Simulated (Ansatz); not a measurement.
**MgB₂: geometry relaxation**

- system: MgB₂ (P6/mmm, 3 atoms in the cell)
- method: DFT r2SCAN, scalar-relativistic, plane waves, PAW, no spin polarisation (Ansatz 0.2.0)

The structure derives from an entry of the Crystallography Open Database. It belongs to a series of runs on one base structure; here: volume × 1.03, shape and atoms relaxed.

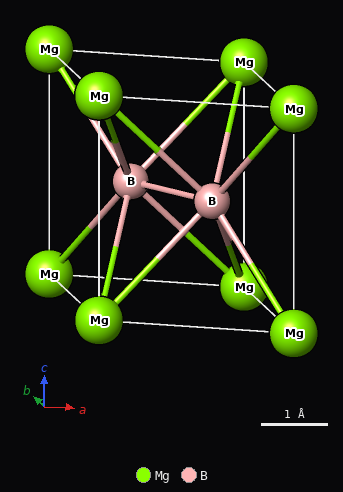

Figure 1. The structure as given in the input (ball-and-stick view of the cell of the calculation, seen slightly off an axis). Near neighbours in the crystal (not all of them lie inside the picture): Mg has 12 B at 2.52 Å; B has 3 B at 1.79 Å and 6 Mg at 2.52 Å.

Results in brief:

```json
{"quantity": "outcome", "value": "converged"}
{"quantity": "space group (tolerance 0.01 Å)", "value": "P6/mmm (191)"}
{"quantity": "electrons treated", "value": "16"}
{"quantity": "free energy", "value": "−2240.0505 eV"}
{"quantity": "Fermi energy", "value": "9.066 eV"}
{"quantity": "gap on the k-point mesh", "value": "none (metallic)"}
{"quantity": "pressure", "value": "−4.13 GPa"}
{"quantity": "final volume", "value": "29.48 Å³"}
{"quantity": "largest force (length of the vector) at the end", "value": "under 0.001 eV/Å"}
{"quantity": "final cell", "value": "a = 3.093 Å, b = 3.093 Å, c = 3.559 Å, α = 90.00°, β = 90.00°, γ = 120.00°"}
{"quantity": "hardware", "value": "1 thread of Arm Neoverse V1, 24 GiB of memory available, shared host"}
{"quantity": "wall time", "value": "35 s"}
{"quantity": "peak memory", "value": "0.47 GiB"}
```

The input:
```yaml
crystal:
  lattice:
    - [3.0997915421, 0.0, 0.0]
    - [-1.549895771, 2.6844982219, 0.0]
    - [0.0, 0.0, 3.5430346316]
  atoms:
    - { symbol: Mg, position: [0.0, 0.0, 0.0] }
    - { symbol: B, position: [0.3333333333, 0.6666666667, 0.5] }
    - { symbol: B, position: [0.6666666667, 0.3333333333, 0.5] }
basis:
  ecutwfc: 500
kpoints:
  mp_grid: { grid: [18, 18, 12] }
hamiltonian:
  xc: r2scan
scf:
  occupations: { method: gaussian, width: 0.1 }
output:
  forces: true
  stress: true
  eigenvalues: true
  write_density: true
  write_potential: true
  elf: true
  volumetric_format: npy
relax:
  adjacent_minimum: "off"
  f_tol: 0.01
  max_steps: 30
  cell: { stress_tol: 0.1, fix: [volume] }
```

Command:
```bash
ansatz run input.yaml --threads 1 --pin off --max-ram 2560MiB --backend cpu --events-out ev --progress --plain --runs-dir out
```

Output:
```
Engine: ansatz 0.2.0, aarch64-unknown-linux-gnu
Pseudopotentials: kind: paw
Pseudopotential: Mg, paw, valence charge 10, recommended cutoff 500 eV (meta_gga), Mg.paw.azcp
Pseudopotential: B, paw, valence charge 3, recommended cutoff 500 eV (meta_gga), B.paw.azcp
Functional definition: r2SCAN
  parameter k0 = 0.174
  parameter k1 = 0.065
  parameter a1 = 4.9479
  exchange = r2scan_x(k0 = k0, k1 = k1, a1 = a1)
  correlation = r2scan_c
Crystal: 3 atoms, lattice volume = 29.483 Å³
Basis set: ecut = 500 eV, 757 PW (Γ), exchange–correlation on 96×96×108 points (64 copies of the dense FFT grid, shifted against one another)
Bands: 12, of which v1, the nominal top of the filled ones, is band 8 counted from 1 (7 counted from 0)
Symmetry: 24 space group operations
Space group: P6/mmm (ITA 191), of the structure as read, at distance tolerance 3.1e-5 Å
k-points: 259 of 3888
Non-local potential: Mg, projectors of the file, l = 0: 3, l = 1: 2, l = 2: 1
Non-local potential: B, projectors of the file, l = 0: 2, l = 1: 2, l = 2: 1
PAW form: soft (Blöchl's): semilocal exchange-correlation on the pseudo side does not see the compensation charge
PAW frozen core: Mg, regenerated for the run's functional (the file was generated under x = pbe(κ = 0.804, μ = 0.2195149727645171), c = pbe(β = 0.06672455060314922))
PAW frozen core: B, regenerated for the run's functional (the file was generated under x = pbe(κ = 0.804, μ = 0.2195149727645171), c = pbe(β = 0.06672455060314922))
PAW one-centre angular grid: Mg, 302 points (default); XC on 224 Gauss nodes
PAW one-centre angular grid: B, 302 points (default); XC on 160 Gauss nodes
Initial density: superposition of atomic densities (neutral atoms: chi_scale 0, normalization atom), corrected by the library's trained network
Initial wavefunctions: pseudopotential atomic-orbital guess
Functional: x = r2scan, c = r2scan; τ floored in thin density (d = 2e-4 eV/Å³)
SCF iter   1: F=—  HF=-2239.987425 eV  |F-HF|=—  |Δ(HF+E_count)|=         —  Δρ=7.28e-3  dr2=5.33e-3  dr2_τ=2.12e-1  ethr=1.77e-3  ⟨swp⟩=5.1  Hψ=17603  notcnv=0
preconditioner: auto → none  [metal: Δε(μ)=0.012 eV  Ē_g=11.837 eV  σ=0.100 eV  W_gap=0.07  n_scr=8 (ndim 8)  ℏωp=19.3 eV  f_vac=0.000  D(μ)=0.60/eV (n_scr^D=2)  sad-step TF]
SCF iter   2: F=—  HF=-2240.049162 eV  |F-HF|=—  |Δ(HF+E_count)|=   6.17e-2  Δρ=3.94e-3  dr2=2.66e-3  dr2_τ=5.24e-5  ethr=3.33e-5  ⟨swp⟩=2.0  Hψ=8268  notcnv=0  defer=20
SCF iter   3: F=—  HF=-2240.049809 eV  |F-HF|=—  |Δ(HF+E_count)|=   6.47e-4  Δρ=1.11e-3  dr2=2.59e-4  dr2_τ=9.22e-6  ethr=1.67e-5  ⟨swp⟩=2.3  Hψ=4308  notcnv=0  defer=20
SCF iter   4: F=—  HF=-2240.049814 eV  |F-HF|=—  |Δ(HF+E_count)|=   4.83e-6  Δρ=2.34e-4  dr2=1.11e-5  dr2_τ=1.01e-6  ethr=1.62e-6  ⟨swp⟩=2.2  Hψ=4039  notcnv=0  defer=20
SCF iter   5: F=—  HF=-2240.049820 eV  |F-HF|=—  |Δ(HF+E_count)|=   6.32e-6  Δρ=3.55e-5  dr2=1.93e-7  dr2_τ=1.57e-8  ethr=6.91e-8  ⟨swp⟩=2.3  Hψ=4048  notcnv=0  defer=20
SCF iter   6: F=-2240.049821 eV  HF=-2240.049821 eV  |F-HF|=2.64e-10  |Δ(HF+E_count)|=   3.18e-7  Δρ=4.99e-6  dr2=1.40e-8  dr2_τ=1.27e-10  ethr=6.25e-10  ⟨swp⟩=9.3  Hψ=21158  notcnv=0
SCF 1 converged in 6 iterations: F = -2240.049821 eV  dr2 = 1.40e-8
  greatest PAW one-centre occupation: 1.000 electrons in one spin orbital (limit 2), on the Mg atom at site 0 (counted from 0), in its partial waves of l = 0
relax step   1: F+E_penalty+E_count = -2240.04982075 eV  Δ(F+E_penalty+E_count) = +0.000e0 eV  max|allowed force component| = 7.401e-17 eV/Å  Δτ_max = 0.0000 Å  P = -4.394 GPa  Ω = 29.483 Å³  fix = [volume]  reactions: volume -4.394 GPa  (6 SCF iters, dr2 threshold 1.00e-7 eV, accepted)
Initial density: handed on by an earlier stage of this run
Initial wavefunctions: those handed on with the density
iter 1 solved again at ethr=2.64e-7 eV; its pass at ethr=3.10e-3 eV (dr2=4.22e-5 eV) is discarded
SCF iter   1: F=—  HF=-2240.050471 eV  |F-HF|=—  |Δ(HF+E_count)|=         —  Δρ=3.78e-4  dr2=5.03e-5  dr2_τ=3.21e-5  ethr=2.64e-7  ⟨swp⟩=2.0  Hψ=20548  notcnv=0
preconditioner: auto → none  [metal: Δε(μ)=0.005 eV  Ē_g=11.843 eV  σ=0.100 eV  W_gap=0.03  n_scr=8 (ndim 8)  ℏωp=19.3 eV  f_vac=0.000  D(μ)=0.67/eV (n_scr^D=2)]
SCF iter   2: F=—  HF=-2240.050500 eV  |F-HF|=—  |Δ(HF+E_count)|=   2.84e-5  Δρ=1.24e-4  dr2=1.50e-6  dr2_τ=2.29e-7  ethr=2.64e-7  ⟨swp⟩=2.1  Hψ=4058  notcnv=0
SCF iter   3: F=—  HF=-2240.050503 eV  |F-HF|=—  |Δ(HF+E_count)|=   2.75e-6  Δρ=6.57e-5  dr2=4.06e-7  dr2_τ=2.97e-8  ethr=1.87e-9  ⟨swp⟩=10.1  Hψ=22427  notcnv=0
SCF iter   4: F=-2240.050504 eV  HF=-2240.050504 eV  |F-HF|=1.01e-8  |Δ(HF+E_count)|=   1.13e-6  Δρ=4.68e-6  dr2=3.85e-9  dr2_τ=9.19e-11  ethr=1.87e-9  ⟨swp⟩=9.3  Hψ=21432  notcnv=0
SCF 2 converged in 4 iterations: F = -2240.050504 eV  dr2 = 3.85e-9
  Residual-converged pass: ⟨swp⟩=1.0  Hψ=4144  notcnv=0  max |occ|·‖R‖ = 7.1e-9 eV (tolerance 1.0e-8 eV)  dr2=3.85e-9  dr2_τ=9.19e-11  dr2_onsite=2.80e-10  max |Δocc| = 8.4e-11
relax step   2: F+E_penalty+E_count = -2240.05050367 eV  Δ(F+E_penalty+E_count) = -6.829e-4 eV  max|allowed force component| = 1.480e-16 eV/Å  Δτ_max = 0.0000 Å  P = -4.126 GPa  Ω = 29.483 Å³  energy of the carried Pulay correction = -5.956e-6 eV  fix = [volume]  reactions: volume -4.126 GPa  (4 SCF iters, dr2 threshold 3.00e-7 eV, accepted)
Initial wavefunctions: pseudopotential atomic-orbital guess (no wavefunctions were taken with the density)
iter 1 solved again at ethr=2.07e-8 eV; its pass at ethr=3.10e-3 eV (dr2=3.31e-6 eV) is discarded
SCF iter   1: F=—  HF=-2240.050510 eV  |F-HF|=—  |Δ(HF+E_count)|=         —  Δρ=6.67e-6  dr2=4.51e-9  dr2_τ=2.49e-9  ethr=2.07e-8  ⟨swp⟩=4.3  Hψ=26569  notcnv=0
preconditioner: auto → none  [metal: Δε(μ)=0.005 eV  Ē_g=11.841 eV  σ=0.100 eV  W_gap=0.03  n_scr=8 (ndim 8)  ℏωp=19.3 eV  f_vac=0.000  D(μ)=0.67/eV (n_scr^D=2)]
SCF iter   2: F=—  HF=-2240.050510 eV  |F-HF|=—  |Δ(HF+E_count)|=   1.20e-7  Δρ=3.65e-6  dr2=1.54e-9  dr2_τ=7.72e-11  ethr=2.82e-11  ⟨swp⟩=2.0  Hψ=4835  notcnv=0
SCF iter   3: F=-2240.050510 eV  HF=-2240.050510 eV  |F-HF|=6.37e-12  |Δ(HF+E_count)|=   6.62e-9  Δρ=5.06e-7  dr2=8.42e-11  dr2_τ=5.55e-12  ethr=1.00e-12  ⟨swp⟩=5.8  Hψ=17855  notcnv=0
SCF 3 converged in 3 iterations: F = -2240.050510 eV  dr2 = 8.42e-11
relax step   3: F+E_penalty+E_count = -2240.05051010 eV  Δ(F+E_penalty+E_count) = -6.424e-6 eV  max|allowed force component| = 1.295e-16 eV/Å  Δτ_max = 0.0000 Å  P = -4.126 GPa  Ω = 29.483 Å³  fix = [volume]  reactions: volume -4.126 GPa  stress off target by 9.23e-2 GPa on what of the cell is left free  SCF on the basis re-selected at this cell (its energy is not comparable with the rows above)  (3 SCF iters)
```

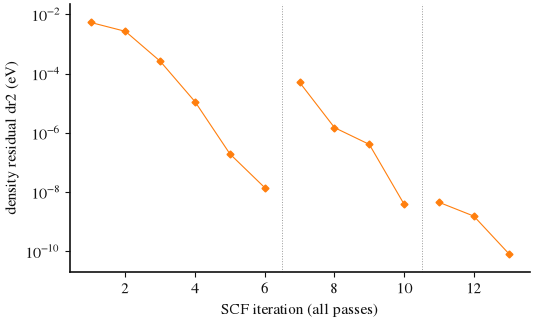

Figure 2. Convergence of the self-consistent field: density residual dr2 against the SCF iteration. The dotted lines part the SCF passes of the relaxation: geometry steps, rejected trials and re-solves on a re-selected basis. The passes take 6, 4 and 3 iterations.

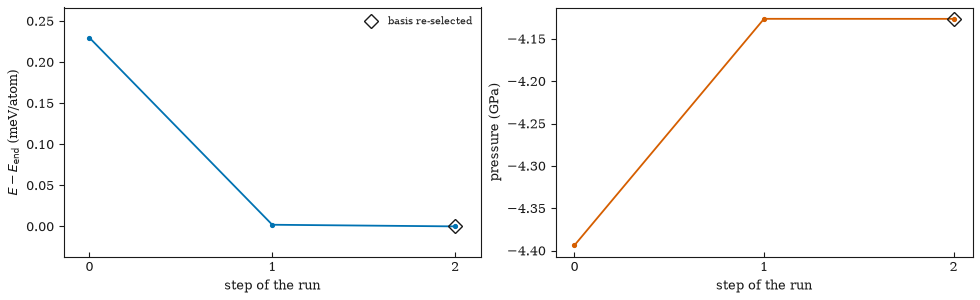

Figure 3. Progress of the relaxation, step by step (the first geometry is step 0 here and step 1 in the log). The atoms keep their places relative to the cell (all moves are under 0.005 Å). The space group stays P6/mmm (No. 191). The energy falls by 0.2 meV per atom in 1 geometry step. All forces vanish by symmetry, so only the cell relaxes. Pressure: −4.39 GPa at the start and −4.13 GPa at the end. A last SCF at the same geometry on a re-selected plane-wave basis shifts the energy by next to nothing (0.0 meV per atom). (Atoms are counted from 1 in the order of the input.)

```
basis re-selected at this cell: Δ(F+E_penalty+E_count) = -6.424e-6 eV, ΔP = -0.000 GPa vs the last step (what re-selecting the basis moved, of the pressure what is left beyond the Pulay correction that the steps carried, after the strain that the cell walked since its last selection, with what the two solves' SCF thresholds leave and, on support functions, any second-order correction that the steps lacked; it is no measure of the basis error at this ecutwfc). This SCF's stress stands 9.23e-2 GPa from its target on what of the cell is left free (relax.cell.stress_tol is 1.00e-1 GPa) and its largest allowed force component is 1.30e-16 eV/Å (relax.f_tol is 1.00e-2 eV/Å): within both
SCF converged after 3 iterations
Free energy (F): -2240.050510 eV
Harris-Foulkes:  -2240.050510 eV  (|F-HF|=6.37e-12)
Internal energy: -2240.047172 eV  (E = F + TS)
E sigma→0 (E₀):  -2240.048841 eV
Entropy (-TS):   -0.003338 eV (-1.113 meV/atom)
Fermi energy:    9.065616 eV
--- Per-component energies (eV) ---
  E_band       = -313.321905
  E_kinetic    = 172.256917
  E_local      = -1528.816307  (includes V_loc(G=0)·N_el)
  E_nonlocal   = 117.836423
  E_hartree    = 544.702808
  E_xc         = -90.344403
  E_vxc        = -122.332003  (∫ρ·V_xc dr)
  E_paw        = -455.893359  (= ΣΔE_a)
  E_vpaw       = -48.121738  (= ΣTr[D̂ρ^β])
  E_aug_tail   = -0.000005  (compensation charges beyond the density's cutoff)
  E_vtau       = 6.449211  (kinetic-family band-sum trace: ∫τ·v_τ [+ j·A + Jᵃ·Aᵃ] dr)
  E_ewald      = -999.726153
  E_core_change = -0.063092  (= ΣΔE_core)
  E_smearing   = -0.003338  (= −TS)
  E_closure    = 0.000000  (closes the sum)
  Σ components = -2240.050510   (vs F -2240.050510, Δ=0.00e0)
--- Forces (eV/Å), atoms counted from 1 ---
  atom   1  Mg     0.00000000     0.00000000    -0.00000000
  atom   2  B     -0.00000000    -0.00000000     0.00000000
  atom   3  B      0.00000000     0.00000000    -0.00000000
  max |Σ_I F_I| component: 5.55e-17 eV/Å
--- Stress (GPa, compression-positive) ---
       -4.080333      -0.000000       0.000000
       -0.000000      -4.080333       0.000000
        0.000000       0.000000      -4.218723
  P = ⅓ Tr σ = -4.1265 GPa (-41.265 kbar)
--- Band table (eV; the first three rows and the last of 259) ---
  k-point 0: bands = ["-69.2061", "-34.3071", "-34.3071", "-34.2875", "-4.0600", "5.9044", "9.4851", "9.4851", "10.8873", "15.7156", "15.7156", "17.4843"]
  k-point 1: bands = ["-69.2061", "-34.3071", "-34.3071", "-34.2880", "-4.0000", "5.4196", "9.5084", "9.5084", "11.5233", "15.7343", "15.7343", "17.4931"]
  k-point 2: bands = ["-69.2061", "-34.3070", "-34.3070", "-34.2892", "-3.8252", "4.3956", "9.5734", "9.5734", "13.0006", "15.7867", "15.7867", "17.5181"]
  k-point 258: bands = ["-69.2024", "-34.3329", "-34.3329", "-34.2866", "2.1960", "2.1960", "3.6959", "7.0298", "7.0298", "13.1703", "21.5397", "21.5782"]
--- Relaxed structure (2 steps of the walk, 2 accepted, 1 SCFs on fresh bases) ---
  F+E_penalty+E_count = -2240.05051010 eV   max|allowed force component| = 1.295e-16 eV/Å   (the final SCF, on the basis selected at the relaxed cell)
  cell:  # Å, volume = 29.4830 Å³
    - [3.092959158666281, -2.880392660359937e-11, 0.0]
    - [-1.5464795793081956, 2.6785812042871453, 0.0]
    - [0.0, 0.0, 3.5587051316450804]
  atoms:
    - { symbol: Mg, position: [-5.907013348265888e-36, 1.9928511619930204e-36, 0.0] }
    - { symbol: B, position: [0.3333333333333333, 0.6666666666666666, 0.5] }
    - { symbol: B, position: [0.6666666666666665, 0.3333333333333333, 0.5] }
```

Trajectory as extended XYZ (Å, eV, eV/Å), 3 frames, from step=1 to step=3:
```
3
Lattice="3.0998 0.0000 0.0000 -1.5499 2.6845 0.0000 0.0000 0.0000 3.5430" Properties=species:S:1:pos:R:3:forces:R:3 step=1 energy=-2240.04982 pressure_GPa=-4.39
Mg    0.0000    0.0000    0.0000    0.0000   0.0000   0.0000
B     0.0000    1.7897    1.7715    0.0000   0.0000   0.0000
B     1.5499    0.8948    1.7715    0.0000   0.0000   0.0000
3
Lattice="3.0930 0.0000 0.0000 -1.5465 2.6786 0.0000 0.0000 0.0000 3.5587" Properties=species:S:1:pos:R:3:forces:R:3 step=2 energy=-2240.05050 pressure_GPa=-4.13
Mg    0.0000    0.0000    0.0000    0.0000   0.0000   0.0000
B     0.0000    1.7857    1.7794    0.0000   0.0000   0.0000
B     1.5465    0.8929    1.7794    0.0000   0.0000   0.0000
3
Lattice="3.0930 0.0000 0.0000 -1.5465 2.6786 0.0000 0.0000 0.0000 3.5587" Properties=species:S:1:pos:R:3:forces:R:3 step=3 energy=-2240.05051 pressure_GPa=-4.13
Mg    0.0000    0.0000    0.0000    0.0000   0.0000   0.0000
B     0.0000    1.7857    1.7794    0.0000   0.0000   0.0000
B     1.5465    0.8929    1.7794    0.0000   0.0000   0.0000
```

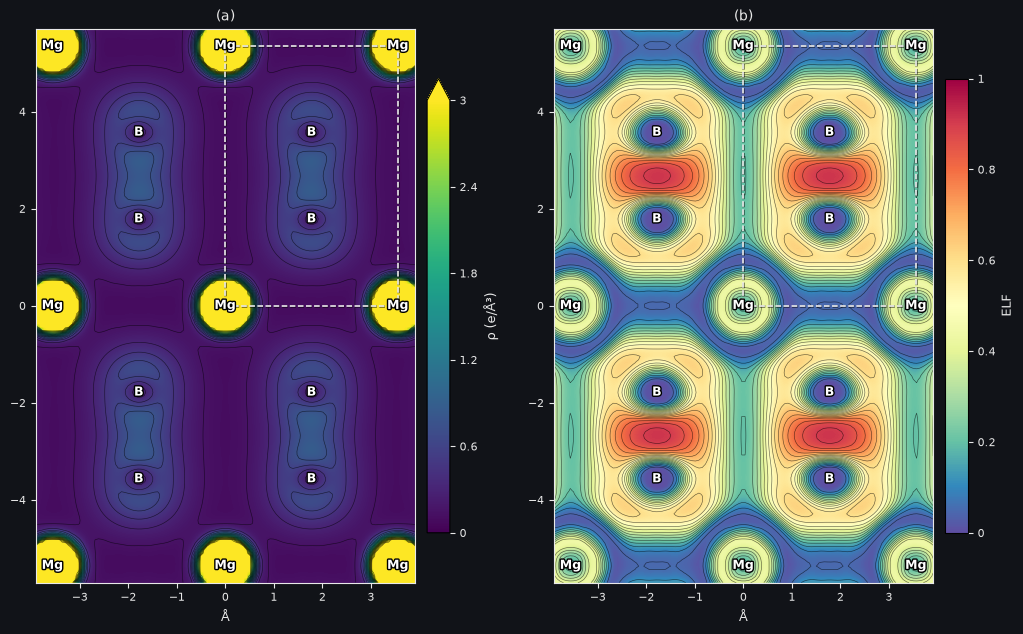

Figure 4. (a) valence electron density; (b) electron localisation function on the (110) plane of the conventional cell. Atoms in the plane: Mg and B. B–B (1.79 Å): the density is about 0.83 e/Å³ at the midpoint, a local maximum along the line; the ELF peaks at about 0.90 between the atoms (a covalent bond). Mg–B (2.52 Å): ρ is about 0.21 e/Å³ halfway; the ELF is about 0.40 at the midpoint; a polar contact without a shared pair, in a metal. Away from the nuclei the density in this plane falls to 0.09 e/Å³ at its lowest. Core electrons are frozen (PAW), so the fields are smoothed inside the atomic spheres.

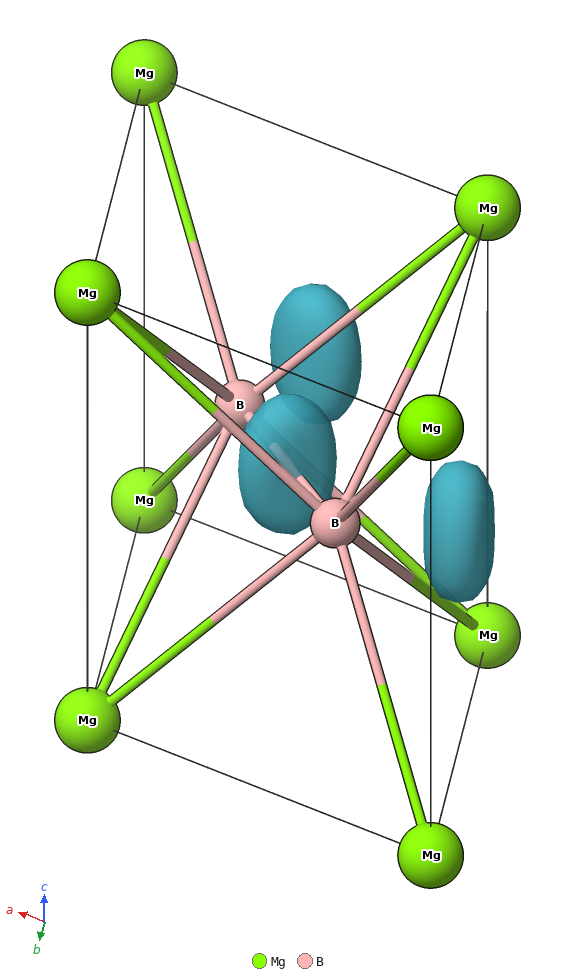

Figure 5. Isosurface of the electron localisation function at 0.85 (cyan), seen at an oblique angle. Core shells and regions of very low density are left out. Sticks mark near contacts. The outline is the cell set on symmetry axes. The ELF exceeds this value in three regions between bonded B–B atoms (shared pairs), counted in one cell of 3 atoms.  Values along the shortest contacts: Mg–B (2.52 Å): the ELF is about 0.40 at the midpoint; no shared pair; the contact is polar.
